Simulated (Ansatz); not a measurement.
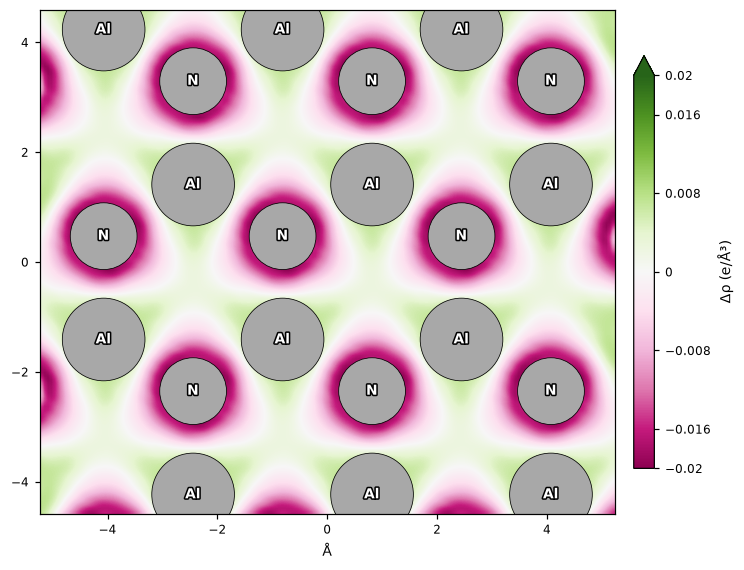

Al2N3. Difference of the valence pseudo-densities of two functionals at the same geometry, on the (001) plane of the calculation cell: PBE less r2SCAN.

Both computed with Ansatz (plane waves, PAW), on the same k-point mesh. Grey discs cover the atomic cores.

```cif
data_structure
_symmetry_space_group_name_H-M 'P 1'
_symmetry_Int_Tables_number 1
_cell_length_a 3.2576
_cell_length_b 3.2576
_cell_length_c 15.6990
_cell_angle_alpha 90.000
_cell_angle_beta 90.000
_cell_angle_gamma 120.000
_cell_volume 144.28
loop_
_atom_site_label
_atom_site_type_symbol
_atom_site_fract_x
_atom_site_fract_y
_atom_site_fract_z
_atom_site_occupancy
Al1 Al 0.66667 0.33333 0.43136 1
Al2 Al 0.33333 0.66667 0.30030 1
Al3 Al 0.33333 0.66667 0.56864 1
Al4 Al 0.66667 0.33333 0.69970 1
N1 N 0.00000 0.00000 0.96491 1
N2 N 0.00000 0.00000 0.03509 1
N3 N 0.33333 0.66667 0.43261 1
N4 N 0.66667 0.33333 0.29427 1
N5 N 0.66667 0.33333 0.56739 1
N6 N 0.33333 0.66667 0.70573 1
```

**Where does the change of functional move the electrons?**

Against r2SCAN, PBE gives less density around N (−0.006 e/Å³ on average at 0.8 Å from the nucleus) and a change of −0.006 e/Å³ at the midpoint of Al–N.
